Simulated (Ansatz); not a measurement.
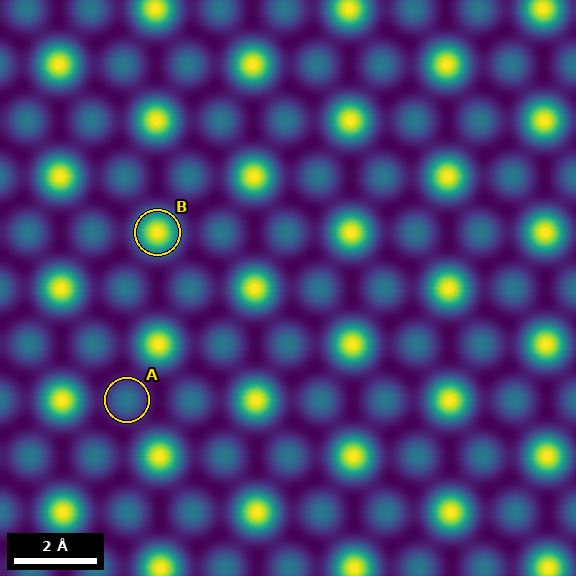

HAADF-like image of Ir (P6_3/mmc, No. 194) along [001]. Simulated incoherent Z contrast: every atom adds Z^1.6 spread by a probe of 0.97 Å full width; channelling and multiple scattering are left out. The probe carries 15 % of its weight in a tail 2.5 times as wide. A slight drift was added. Structure: the input geometry of an electronic-structure calculation (not necessarily at equilibrium); the starting structure was generated, so it need not be a known form of this composition.

```cif
data_structure
_symmetry_space_group_name_H-M 'P6_3/mmc'
_symmetry_Int_Tables_number 194
_cell_length_a 2.7200
_cell_length_b 2.7200
_cell_length_c 8.8906
_cell_angle_alpha 90.000
_cell_angle_beta 90.000
_cell_angle_gamma 120.000
_cell_volume 56.96
loop_
_atom_site_label
_atom_site_type_symbol
_atom_site_symmetry_multiplicity
_atom_site_Wyckoff_symbol
_atom_site_fract_x
_atom_site_fract_y
_atom_site_fract_z
_atom_site_occupancy
Ir1 Ir 2 a 0.00000 0.00000 0.00000 1
Ir2 Ir 2 c 0.33333 0.66667 0.25000 1
```

**Name the elements in each circled column.**

A: Ir (1 Ir per 8.89 Å along the beam; about 40 % of the brightest peak). B: Ir (2 Ir per 8.89 Å along the beam; the brightest kind). Brightness is counted from the darkest point of the image.
